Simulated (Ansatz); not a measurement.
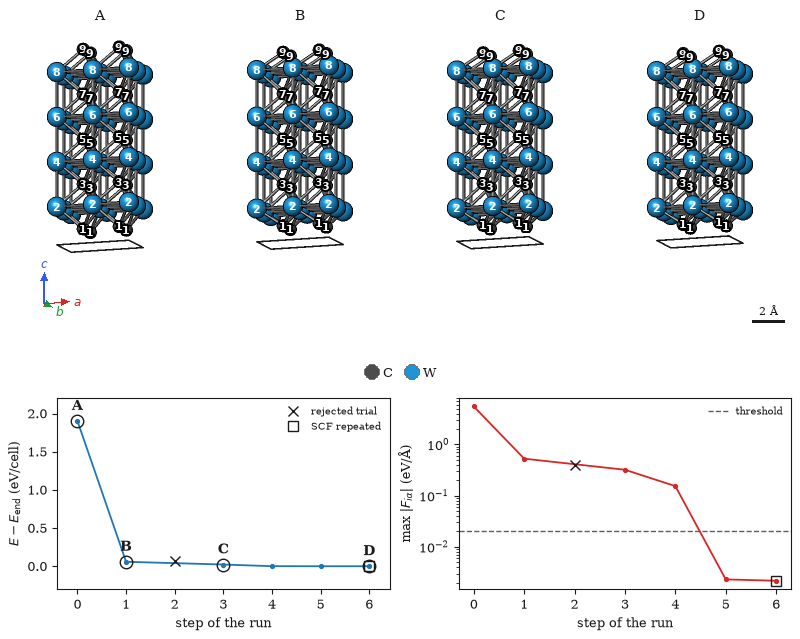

Frames of a relaxation of a slab of composition W4C5 (cut from the P-6m2 phase), marked on the history of the run. The picture is a ball-and-stick view of the 2 × 2 repeat of the cell, outlined in the plane, without the vacuum, seen from a free direction.

The slab is the (0 0 1) face of WC.

Theory: Ansatz 0.2.0, DFT PBE, scalar-relativistic, plane waves, PAW. (plane-wave cutoff 420 eV; k-point mesh 12 × 12 × 1; occupations gaussian; smearing width 0.1 eV; no spin polarisation; dipole correction; atoms relaxed in a fixed cell; force threshold 0.02 eV/Å; at most 60 steps)

Question: What happens along the run?

Answer: The energy falls by 1.902 eV per cell of the calculation in 4 accepted moves (6 points after the start). The largest force component goes from 5.5 to 0.0022 eV/Å. The line search rejected the trial step at point 2 of the run. 1 step only repeated the SCF at the same geometry. The largest moves relative to the layer's centre, 0.27 Å, are those of C1 and C9. C9 goes along the normal (−c). By element the largest moves are C 0.27 Å, W 0.06 Å. The cell doesn't change. Some distances before and after: C1–W2 2.207 → 2.009 Å, C7–W8 2.207 → 2.267 Å, W2–W4 2.847 → 2.902 Å, C3–W4 2.207 → 2.184 Å. Among the angles between lasting bonds that change: W8–C9–W8 82.9° → 93.3°, W2–C3–W2 82.9° → 80.2°. From step 0 to 1: C atoms move most (0.19 Å), energy −1.844 eV per cell of the calculation. From step 1 to 3: C atoms move most (0.06 Å), energy −35.7 meV per cell of the calculation. From step 3 to 6: C atoms move most (0.05 Å), energy −22.4 meV per cell of the calculation.

```csv
step,"E − E(0), meV/atom","largest force component, eV/Å",note
0,0.00,5.5109,
1,-204.87,0.5268,
2,-204.32,0.3970,rejected
3,-208.84,0.3198,
4,-211.26,0.1532,
5,-211.33,0.0023,
6,-211.33,0.0022,"same geometry, SCF repeated"
```
